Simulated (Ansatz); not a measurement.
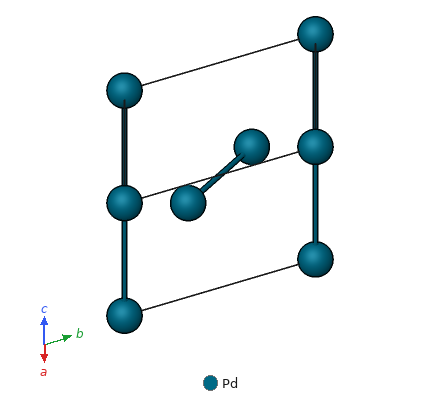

The structure, seen along [101]; the drawing may span several cells.

Structure (in its standard cell), coordinates from a relaxation with DFT, BLYP, plane waves (420 eV) with PAW, scalar-relativistic in Ansatz 0.2.0; the starting structure was generated, so it need not be a known form of this composition:

```
CELL_PARAMETERS angstrom
4.60493 0.00000 0.00000
-2.30246 3.98799 0.00000
0.00000 0.00000 2.73369
ATOMIC_POSITIONS crystal
Pd 0.00000 0.00000 0.00000
Pd 0.33333 0.66667 0.50000
Pd 0.66667 0.33333 0.50000
```

**What does the kinematic electron diffraction pattern along [101] look like at 120 kV (B = 0.3 Å²)?**

The spots form a centred rectangular net whose two shortest vectors correspond to d = 3.99 Å and 2.25 Å, 73.6° apart. They are 0 1 0 (itself too weak to see) and 1 0 -1. The pattern has symmetry 2mm. Reflections such as 0 1 0, 0 2 0, 2 -2 -2 are allowed but too weak to see at this display level.

Strongest reflections with d > 0.81 Å, one of each family (|F|² from tabulated Gaussian fits of the electron scattering factors, times a small damping for the curvature of the Ewald sphere):

```json
{"hkl": "1 0 -1", "d (Å)": "2.255", "I (strongest = 100)": "100"}
{"hkl": "0 3 0", "d (Å)": "1.329", "I (strongest = 100)": "83"}
{"hkl": "2 -1 -2", "d (Å)": "1.175", "I (strongest = 100)": "60"}
{"hkl": "1 2 -1", "d (Å)": "1.320", "I (strongest = 100)": "36"}
{"hkl": "2 2 -2", "d (Å)": "0.881", "I (strongest = 100)": "25"}
{"hkl": "1 3 -1", "d (Å)": "1.025", "I (strongest = 100)": "18"}
```

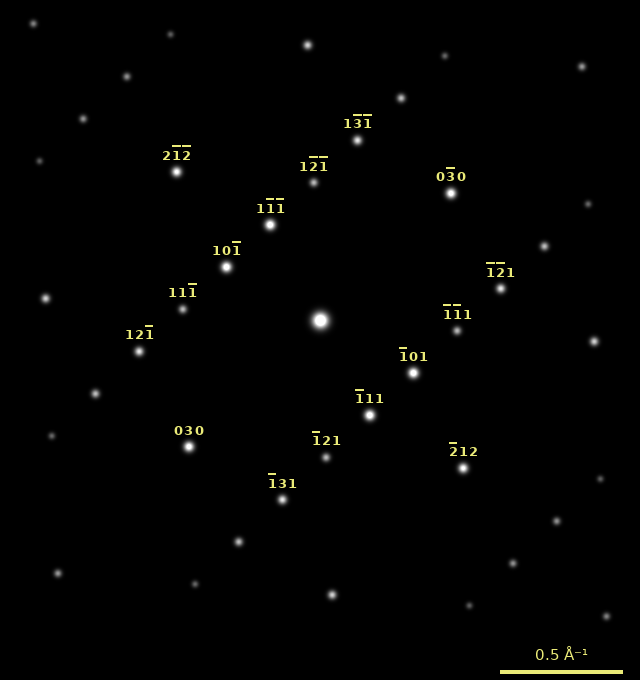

Calculated pattern, seen from the source side with [101] pointing towards the source.
